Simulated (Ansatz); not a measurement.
Input file:

```
crystal:
  lattice:
    - [2.7730180192, 0.0, 0.0]
    - [0.0, 2.7730180192, 0.0]
    - [0.0, 0.0, 2.7730180192]
  atoms:
    - { symbol: Ir, position: [0.0, 0.0, 0.0] }
    - { symbol: O, position: [0.5, 0.5, 0.5] }
basis:
  ecutwfc: 420
kpoints:
  mp_grid: { grid: [16, 16, 16] }
hamiltonian:
  xc: pbesol
scf:
  occupations: { method: gaussian, width: 0.1 }
output:
  forces: true
  stress: true
  eigenvalues: true
  write_density: true
  write_potential: true
  elf: true
  volumetric_format: npy
relax:
  adjacent_minimum: "off"
  f_tol: 0.01
  max_steps: 80
  cell: { stress_tol: 0.05 }
```

Launched as:

```sh
ansatz run input.yaml --threads 1 --pin off --max-ram 2560MiB --backend cpu --events-out ev --progress --plain --runs-dir out
```

Below, planes, directions and counts refer to the conventional cell (a = 2.77 Å, b = 2.77 Å, c = 2.77 Å, α = 90.00°, β = 90.00°, γ = 90.00°).

Space group Pm-3m; started from the CsCl (B2) prototype, which need not be the ambient phase; computed without spin polarisation.

Level of theory: Ansatz 0.2.0, DFT PBEsol, scalar-relativistic, plane waves, PAW.

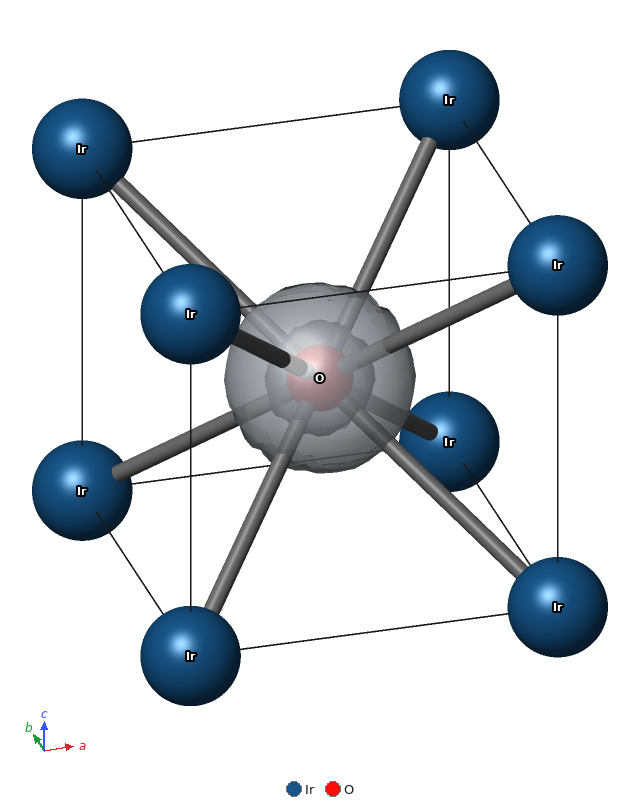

IrO. Isosurface of the electron localisation function at 0.75 (grey), seen at an oblique angle. Core shells and regions of very low density are left out. Sticks mark near contacts.

Core electrons are frozen (PAW), and the valence fields are smoothed inside the atomic spheres.

Question: Where are the electrons localised?

Answer: The ELF exceeds this value in one region wrapped around O (its valence shell), counted in one cell of 2 atoms. Any copies at cell faces, edges or corners count once. Along the contacts the grid gives the following. Ir–O (2.40 Å): the ELF is about 0.20 at the midpoint; no shared electron pair shows on this line.

Question: Does the calculation make it a metal, or give it a gap?

Answer: It is metallic or semimetallic at this level of theory: no gap opens; semilocal functionals without U, or without the true magnetic order, often close the gap of such compounds.
